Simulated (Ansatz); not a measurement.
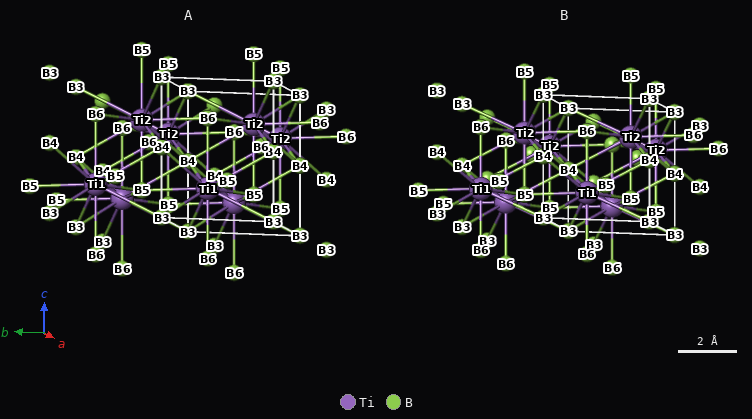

Two geometries of a crystal of TiB2 (a generated structure, set up in P6_3/mmc) (coarse preliminary run), drawn at one scale. One is the start of a relaxation, the other its converged end. A ball-and-stick model of the cell of the calculation, repeated 2 × 2 × 1 with one cell outlined, seen from a free direction.

Method: DFT PBE, scalar-relativistic, plane waves, PAW (Ansatz 0.2.0). Set-up: plane-wave cutoff 420 eV; k-point mesh 6 × 6 × 4; occupations gaussian; smearing width 0.1 eV; no spin polarisation; cell and atoms relaxed; force threshold 0.04 eV/Å; at most 70 steps.

Q: Which one is relaxed?

A: Structure B is the relaxed one. The atoms keep their places relative to the cell (all moves are under 0.005 Å). Cell: a = b 4.078 → 3.869 Å (−5.1 %), c 4.932 → 4.320 Å (−12.4 %). Volume −21.1 %. Near-neighbour distances that change, for instance: B3–B4 2.466 → 2.160 Å, Ti1–B6 2.466 → 2.160 Å, Ti1–Ti2 3.409 → 3.107 Å, Ti1–B3 2.658 → 2.481 Å. Bond angles that change, for instance: Ti1–B3–Ti2 79.8° → 77.5°, Ti1–B3–Ti1 100.2° → 102.5°. The space group stays P6_3/mmc (No. 194). After 4 accepted moves (5 points after the start) the energy has fallen by 1.781 eV per cell of the calculation. All forces vanish by symmetry, so only the cell relaxes. The pressure goes from −27.33 to 0.22 GPa. At 1 point the geometry stayed and the basis and grid were re-selected for the new cell (energy shift of 6.3 meV per cell of the calculation at most each time). The run took 15 s on 1 thread of Intel(R) Xeon(R) Processor @ 2.70GHz, with other jobs on the host, peak memory 0.38 GiB.
